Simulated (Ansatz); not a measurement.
## Geometry relaxation of SiC (part 1 of 2)

The run: geometry relaxation of SiC (Cmc2₁, 12 atoms in the cell). Method and program: DFT PBE, scalar-relativistic, plane waves, PAW, no spin polarisation (Ansatz 0.2.0).

The structure derives from an entry of the Crystallography Open Database. Figures and captions count atoms from 1; the log counts them from 0 in places.

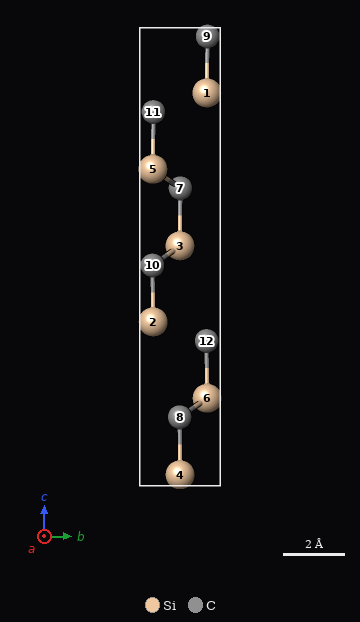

Fig. 1: The starting structure (ball-and-stick view of the cell of the calculation, along the a axis; atoms are numbered from 1 in the order of the input). Near neighbours in the crystal (not all of them lie inside the picture): Si has 4 C at 1.87 to 1.92 Å; C has 4 Si at 1.87 to 1.92 Å.

Input file
```yaml
crystal:
  lattice:
    - [1.5389, -2.6675, 0.0]
    - [1.5389, 2.6675, 0.0]
    - [0.0, 0.0, 15.1219]
  atoms:
    - { symbol: Si, position: [0.1673, 0.8327, 0.858] }
    - { symbol: Si, position: [0.8327, 0.1673, 0.358] }
    - { symbol: Si, position: [0.5007, 0.4993, 0.5241] }
    - { symbol: Si, position: [0.4993, 0.5007, 0.0241] }
    - { symbol: Si, position: [0.8357, 0.1643, 0.69124] }
    - { symbol: Si, position: [0.1643, 0.8357, 0.19124] }
    - { symbol: C, position: [0.496, 0.504, 0.6503] }
    - { symbol: C, position: [0.504, 0.496, 0.1503] }
    - { symbol: C, position: [0.16, 0.84, 0.9817] }
    - { symbol: C, position: [0.84, 0.16, 0.4817] }
    - { symbol: C, position: [0.829, 0.171, 0.8168] }
    - { symbol: C, position: [0.171, 0.829, 0.3168] }
basis:
  ecutwfc: 420
kpoints:
  mp_grid: { grid: [8, 8, 2] }
hamiltonian:
  xc: pbe
scf:
  occupations: { method: gaussian, width: 0.1 }
output:
  forces: true
  stress: true
  eigenvalues: true
relax:
  adjacent_minimum: "off"
  f_tol: 0.05
  max_steps: 80
  cell: { stress_tol: 0.5 }
```

Machine: 8 threads of Intel Xeon @ 2.50GHz (Skylake/Cascade Lake), 64 GiB of memory available, shared host.

Command:
```bash
ansatz run input.yaml --threads 8 --pin off --max-ram 22528MiB --backend cpu --events-out ev --progress --plain --runs-dir out
```

The program's output
```
Engine: ansatz 0.2.0, x86_64-unknown-linux-gnu
Pseudopotentials: kind: paw
Pseudopotential: Si, paw, valence charge 4, recommended cutoff 420 eV (normal), Si.paw.azcp
Pseudopotential: C, paw, valence charge 4, recommended cutoff 420 eV (normal), C.paw.azcp
Functional definition: PBE
  parameter kappa = 0.804
  parameter beta = 0.06672455060314922
  exchange = pbe_x(kappa = kappa, mu = beta*pi^2/3)
  correlation = pbe_c(beta = beta)
Crystal: 12 atoms, lattice volume = 124.151 Å³
Basis set: ecut = 420 eV, 2415 PW (Γ), exchange–correlation on 48×48×216 points (8 copies of the dense FFT grid, shifted against one another)
Bands: 36, of which v1, the nominal top of the filled ones, is band 24 counted from 1 (23 counted from 0)
Symmetry: 4 space group operations
Space group: Cmc21 (ITA 36), of the structure as read, at distance tolerance 5.0e-5 Å
k-points: 42 of 128
Non-local potential: Si, projectors of the file, l = 0: 2, l = 1: 2, l = 2: 2
Non-local potential: C, projectors of the file, l = 0: 2, l = 1: 2, l = 2: 1
PAW form: soft (Blöchl's): semilocal exchange-correlation on the pseudo side does not see the compensation charge
PAW one-centre angular grid: Si, 110 points (default); XC on 64 Gauss nodes
PAW one-centre angular grid: C, 110 points (default); XC on 64 Gauss nodes
Initial density: superposition of atomic densities (neutral atoms: chi_scale 0, normalization atom), corrected by the library's trained network
Initial wavefunctions: pseudopotential atomic-orbital guess
Functional: x = pbe(κ = 0.804, μ = 0.2195149727645171), c = pbe(β = 0.06672455060314922)
SCF iter   1: F=—  HF=-5322.879759 eV  |F-HF|=—  |Δ(HF+E_count)|=         —  Δρ=2.67e-3  dr2=9.26e-3  ethr=1.77e-3  ⟨swp⟩=7.0  Hψ=7976  notcnv=0  defer=11
preconditioner: auto → none  [insulator: Δε(μ)=1.853 eV  Ē_g=11.936 eV  σ=0.100 eV  W_gap=1.00  n_scr=10 (ndim 8)  ℏωp=23.1 eV  f_vac=0.000  D(μ)=0.00/eV (n_scr^D=0)  ε∞_Penn≈4.7]
SCF iter   2: F=—  HF=-5322.879387 eV  |F-HF|=—  |Δ(HF+E_count)|=   3.73e-4  Δρ=7.33e-4  dr2=2.97e-4  ethr=1.93e-5  ⟨swp⟩=2.2  Hψ=2707  notcnv=0  defer=15
SCF iter   3: F=—  HF=-5322.879693 eV  |F-HF|=—  |Δ(HF+E_count)|=   3.07e-4  Δρ=3.00e-4  dr2=4.44e-5  ethr=6.20e-7  ⟨swp⟩=2.4  Hψ=2277  notcnv=0  defer=15
SCF iter   4: F=—  HF=-5322.879869 eV  |F-HF|=—  |Δ(HF+E_count)|=   1.75e-4  Δρ=2.92e-5  dr2=1.60e-6  ethr=9.26e-8  ⟨swp⟩=2.0  Hψ=2179  notcnv=0  defer=15
SCF iter   5: F=—  HF=-5322.879869 eV  |F-HF|=—  |Δ(HF+E_count)|=   6.78e-7  Δρ=1.09e-5  dr2=2.45e-7  ethr=3.33e-9  ⟨swp⟩=2.0  Hψ=1976  notcnv=0  defer=15
SCF iter   6: F=-5322.879869 eV  HF=-5322.879869 eV  |F-HF|=7.75e-9  |Δ(HF+E_count)|=   7.38e-8  Δρ=3.13e-6  dr2=9.60e-9  ethr=2.08e-10  ⟨swp⟩=9.9  Hψ=6986  notcnv=0
SCF 1 converged in 6 iterations: F = -5322.879869 eV  dr2 = 9.60e-9
  greatest PAW one-centre occupation: 0.646 electrons in one spin orbital (limit 2), on the C atom at site 9 (counted from 0), in its partial waves of l = 0
relax step   1: F+E_penalty+E_count = -5322.87986934 eV  Δ(F+E_penalty+E_count) = +0.000e0 eV  max|allowed force component| = 6.524e-1 eV/Å  Δτ_max = 0.0000 Å  P = +3.374 GPa  Ω = 124.151 Å³  (6 SCF iters, dr2 threshold 1.00e-7 eV, accepted)
Crystal: 12 atoms, lattice volume = 125.145 Å³
Basis set: ecut = 420 eV, 2431 PW (Γ), exchange–correlation on 48×48×216 points (8 copies of the dense FFT grid, shifted against one another)
Initial density: handed on by an earlier stage of this run
Initial wavefunctions: those handed on with the density
iter 1 solved again at ethr=6.07e-5 eV; its pass at ethr=3.10e-3 eV (dr2=2.91e-2 eV) is discarded
SCF iter   1: F=—  HF=-5322.944939 eV  |F-HF|=—  |Δ(HF+E_count)|=         —  Δρ=4.79e-3  dr2=2.97e-2  ethr=6.07e-5  ⟨swp⟩=1.5  Hψ=6868  notcnv=0
preconditioner: auto → none  [insulator: Δε(μ)=1.979 eV  Ē_g=11.883 eV  σ=0.100 eV  W_gap=1.00  n_scr=10 (ndim 8)  ℏωp=23.0 eV  f_vac=0.000  D(μ)=0.00/eV (n_scr^D=0)  ε∞_Penn≈4.7]
SCF iter   2: F=—  HF=-5322.935632 eV  |F-HF|=—  |Δ(HF+E_count)|=   9.31e-3  Δρ=1.65e-3  dr2=2.29e-3  ethr=6.07e-5  ⟨swp⟩=2.7  Hψ=2458  notcnv=0
SCF iter   3: F=—  HF=-5322.935377 eV  |F-HF|=—  |Δ(HF+E_count)|=   2.55e-4  Δρ=5.64e-4  dr2=3.36e-4  ethr=4.77e-6  ⟨swp⟩=2.6  Hψ=2466  notcnv=0
SCF iter   4: F=—  HF=-5322.935436 eV  |F-HF|=—  |Δ(HF+E_count)|=   5.82e-5  Δρ=2.13e-4  dr2=2.70e-5  ethr=6.99e-7  ⟨swp⟩=2.4  Hψ=2100  notcnv=0
iter 5 did not close the SCF: its close was put off for the readings that it lacked (scf_convergence_deferred on its scf_iter line)
SCF iter   5: F=-5322.935441 eV  HF=-5322.935441 eV  |F-HF|=1.12e-7  |Δ(HF+E_count)|=   4.90e-6  Δρ=3.06e-5  dr2=4.82e-7  ethr=5.62e-8  ⟨swp⟩=2.4  Hψ=2348  notcnv=0
SCF iter   6: F=-5322.935441 eV  HF=-5322.935441 eV  |F-HF|=1.15e-8  |Δ(HF+E_count)|=   1.94e-7  Δρ=5.29e-6  dr2=1.13e-8  ethr=1.00e-9  ⟨swp⟩=4.6  Hψ=6696  notcnv=0
SCF 2 converged in 6 iterations: F = -5322.935441 eV  dr2 = 1.13e-8
  greatest PAW one-centre occupation: 0.645 electrons in one spin orbital (limit 2), on the C atom at site 9 (counted from 0), in its partial waves of l = 0
relax step   2: F+E_penalty+E_count = -5322.93544074 eV  Δ(F+E_penalty+E_count) = -5.557e-2 eV  max|allowed force component| = 3.730e-1 eV/Å  Δτ_max = 0.0371 Å  P = +1.505 GPa  Ω = 125.145 Å³  energy of the carried Pulay correction = -1.764e-3 eV  (6 SCF iters, dr2 threshold 1.20e-6 eV, accepted)
Crystal: 12 atoms, lattice volume = 125.967 Å³
Basis set: ecut = 420 eV, 2451 PW (Γ), exchange–correlation on 48×48×216 points (8 copies of the dense FFT grid, shifted against one another)
iter 1 solved again at ethr=3.84e-5 eV; its pass at ethr=3.10e-3 eV (dr2=1.84e-2 eV) is discarded
SCF iter   1: F=—  HF=-5322.969606 eV  |F-HF|=—  |Δ(HF+E_count)|=         —  Δρ=3.85e-3  dr2=2.04e-2  ethr=3.84e-5  ⟨swp⟩=2.6  Hψ=7180  notcnv=0
preconditioner: auto → none  [insulator: Δε(μ)=2.000 eV  Ē_g=11.838 eV  σ=0.100 eV  W_gap=1.00  n_scr=10 (ndim 8)  ℏωp=22.9 eV  f_vac=0.000  D(μ)=0.00/eV (n_scr^D=0)  ε∞_Penn≈4.7]
SCF iter   2: F=—  HF=-5322.962628 eV  |F-HF|=—  |Δ(HF+E_count)|=   6.98e-3  Δρ=1.15e-3  dr2=1.28e-3  ethr=3.84e-5  ⟨swp⟩=2.3  Hψ=2272  notcnv=0
SCF iter   3: F=—  HF=-5322.962362 eV  |F-HF|=—  |Δ(HF+E_count)|=   2.66e-4  Δρ=3.88e-4  dr2=1.87e-4  ethr=2.68e-6  ⟨swp⟩=2.5  Hψ=2371  notcnv=0
SCF iter   4: F=—  HF=-5322.962423 eV  |F-HF|=—  |Δ(HF+E_count)|=   6.09e-5  Δρ=1.53e-4  dr2=1.38e-5  ethr=3.90e-7  ⟨swp⟩=2.4  Hψ=2097  notcnv=0
iter 5 did not close the SCF: its close was put off for the readings that it lacked (scf_convergence_deferred on its scf_iter line)
SCF iter   5: F=-5322.962426 eV  HF=-5322.962425 eV  |F-HF|=1.99e-8  |Δ(HF+E_count)|=   2.65e-6  Δρ=2.32e-5  dr2=3.29e-7  ethr=2.88e-8  ⟨swp⟩=2.5  Hψ=2463  notcnv=0
SCF iter   6: F=-5322.962426 eV  HF=-5322.962426 eV  |F-HF|=5.88e-9  |Δ(HF+E_count)|=   9.11e-8  Δρ=3.73e-6  dr2=6.78e-9  ethr=6.85e-10  ⟨swp⟩=5.0  Hψ=6620  notcnv=0
SCF 3 converged in 6 iterations: F = -5322.962426 eV  dr2 = 6.78e-9
  greatest PAW one-centre occupation: 0.644 electrons in one spin orbital (limit 2), on the C atom at site 7 (counted from 0), in its partial waves of l = 0
relax step   3: F+E_penalty+E_count = -5322.96242558 eV  Δ(F+E_penalty+E_count) = -2.698e-2 eV  max|allowed force component| = 6.430e-2 eV/Å  Δτ_max = 0.0207 Å  P = -0.019 GPa  Ω = 125.967 Å³  energy of the carried Pulay correction = -3.214e-3 eV  (6 SCF iters, dr2 threshold 1.20e-6 eV, accepted)
Crystal: 12 atoms, lattice volume = 125.954 Å³
iter 1 solved again at ethr=2.03e-7 eV; its pass at ethr=3.10e-3 eV (dr2=9.76e-5 eV) is discarded
SCF iter   1: F=—  HF=-5322.962595 eV  |F-HF|=—  |Δ(HF+E_count)|=         —  Δρ=2.70e-4  dr2=9.49e-5  ethr=2.03e-7  ⟨swp⟩=2.7  Hψ=6893  notcnv=0
preconditioner: auto → none  [insulator: Δε(μ)=2.031 eV  Ē_g=11.848 eV  σ=0.100 eV  W_gap=1.00  n_scr=10 (ndim 8)  ℏωp=22.9 eV  f_vac=0.000  D(μ)=0.00/eV (n_scr^D=0)  ε∞_Penn≈4.7]
SCF iter   2: F=—  HF=-5322.962648 eV  |F-HF|=—  |Δ(HF+E_count)|=   5.21e-5  Δρ=1.06e-4  dr2=1.12e-5  ethr=1.98e-7  ⟨swp⟩=2.5  Hψ=2541  notcnv=0
SCF iter   3: F=—  HF=-5322.962646 eV  |F-HF|=—  |Δ(HF+E_count)|=   1.77e-6  Δρ=2.87e-5  dr2=8.80e-7  ethr=2.33e-8  ⟨swp⟩=2.9  Hψ=2453  notcnv=0
iter 4 did not close the SCF: its close was put off for the readings that it lacked (scf_convergence_deferred on its scf_iter line)
SCF iter   4: F=-5322.962646 eV  HF=-5322.962646 eV  |F-HF|=6.40e-8  |Δ(HF+E_count)|=   2.72e-8  Δρ=9.35e-6  dr2=1.18e-7  ethr=1.83e-9  ⟨swp⟩=2.5  Hψ=2165  notcnv=0
iter 5 did not close the SCF: its close was put off for the readings that it lacked (scf_convergence_deferred on its scf_iter line)
SCF iter   5: F=-5322.962646 eV  HF=-5322.962646 eV  |F-HF|=1.17e-9  |Δ(HF+E_count)|=   8.61e-9  Δρ=2.20e-6  dr2=4.13e-9  ethr=2.46e-10  ⟨swp⟩=2.2  Hψ=2122  notcnv=0
SCF iter   6: F=-5322.962646 eV  HF=-5322.962646 eV  |F-HF|=4.82e-11  |Δ(HF+E_count)|=  1.50e-10  Δρ=4.70e-7  dr2=1.19e-10  ethr=8.61e-12  ⟨swp⟩=2.5  Hψ=4510  notcnv=0
SCF 4 converged in 6 iterations: F = -5322.962646 eV  dr2 = 1.19e-10
relax step   4: F+E_penalty+E_count = -5322.96264575 eV  Δ(F+E_penalty+E_count) = -2.202e-4 eV  max|allowed force component| = 1.324e-2 eV/Å  Δτ_max = 0.0025 Å  P = +0.005 GPa  Ω = 125.954 Å³  energy of the carried Pulay correction = -3.190e-3 eV  (6 SCF iters, dr2 threshold 2.58e-7 eV, accepted)
Initial wavefunctions: pseudopotential atomic-orbital guess (no wavefunctions were taken with the density)
iter 1 solved again at ethr=1.09e-7 eV; its pass at ethr=3.10e-3 eV (dr2=5.22e-5 eV) is discarded
SCF iter   1: F=—  HF=-5322.966139 eV  |F-HF|=—  |Δ(HF+E_count)|=         —  Δρ=6.85e-5  dr2=9.35e-7  ethr=1.09e-7  ⟨swp⟩=3.2  Hψ=12065  notcnv=0
SCF iter   2: F=—  HF=-5322.966223 eV  |F-HF|=—  |Δ(HF+E_count)|=   8.37e-5  Δρ=3.40e-5  dr2=1.80e-7  ethr=1.95e-9  ⟨swp⟩=2.0  Hψ=2504  notcnv=0
iter 3 did not close the SCF: its close was put off for the readings that it lacked (scf_convergence_deferred on its scf_iter line)
SCF iter   3: F=-5322.966224 eV  HF=-5322.966224 eV  |F-HF|=1.86e-8  |Δ(HF+E_count)|=   6.62e-7  Δρ=5.60e-6  dr2=5.38e-9  ethr=3.75e-10  ⟨swp⟩=2.0  Hψ=2520  notcnv=0
iter 4 did not close the SCF: its close was put off for the readings that it lacked (scf_convergence_deferred on its scf_iter line)
SCF iter   4: F=-5322.966224 eV  HF=-5322.966224 eV  |F-HF|=4.37e-11  |Δ(HF+E_count)|=   1.96e-8  Δρ=4.92e-7  dr2=1.36e-10  ethr=1.12e-11  ⟨swp⟩=2.0  Hψ=2520  notcnv=0
iter 5 did not close the SCF: its close was put off for the readings that it lacked (scf_convergence_deferred on its scf_iter line)
SCF iter   5: F=-5322.966224 eV  HF=-5322.966224 eV  |F-HF|=6.91e-11  |Δ(HF+E_count)|=  9.46e-11  Δρ=1.30e-7  dr2=8.33e-11  ethr=1.00e-12  ⟨swp⟩=2.2  Hψ=2207  notcnv=0
SCF iter   6: F=-5322.966224 eV  HF=-5322.966224 eV  |F-HF|=1.82e-12  |Δ(HF+E_count)|=  1.82e-11  Δρ=2.73e-8  dr2=1.23e-12  ethr=1.00e-12  ⟨swp⟩=2.9  Hψ=4129  notcnv=0
SCF 5 converged in 6 iterations: F = -5322.966224 eV  dr2 = 1.23e-12
relax step   5: F+E_penalty+E_count = -5322.96622360 eV  Δ(F+E_penalty+E_count) = -3.578e-3 eV  max|allowed force component| = 1.324e-2 eV/Å  Δτ_max = 0.0000 Å  P = +0.053 GPa  Ω = 125.954 Å³  stress off target by 5.50e-2 GPa  SCF on the basis re-selected at this cell (its energy is not comparable with the rows above)  (6 SCF iters)
```

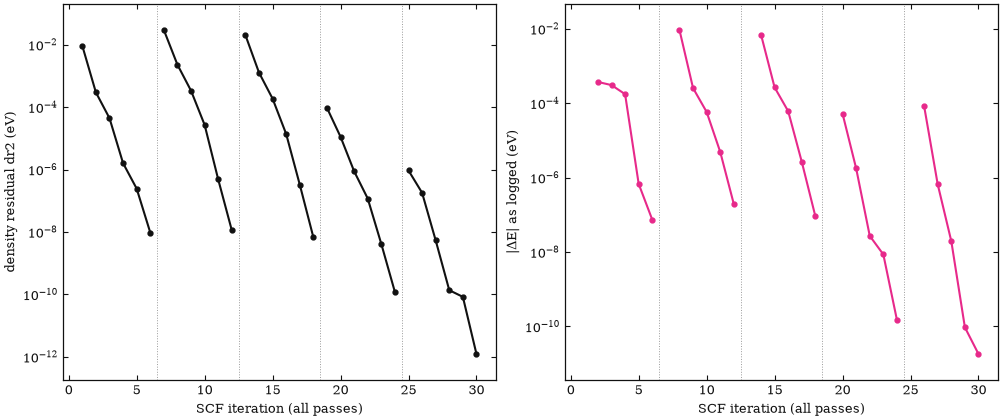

Fig. 2: Convergence of the self-consistent field: density residual dr2 and size of the energy change against the SCF iteration. The dotted lines part the SCF passes of the relaxation: geometry steps, rejected trials and re-solves on a re-selected basis. The 5 passes take 6 iterations each, 30 in all.

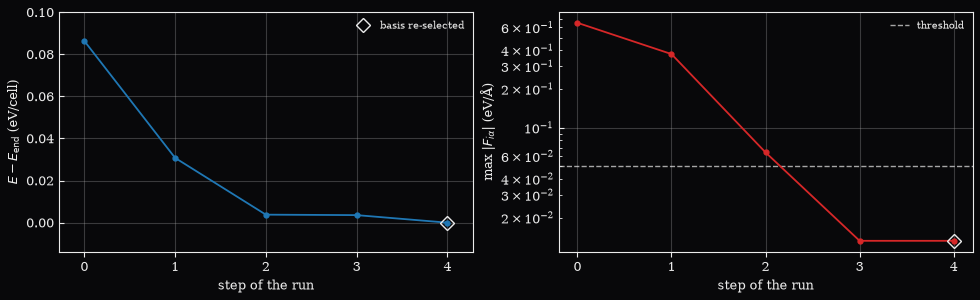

Fig. 3: Progress of the relaxation, step by step (the first geometry is step 0 here and step 1 in the log).
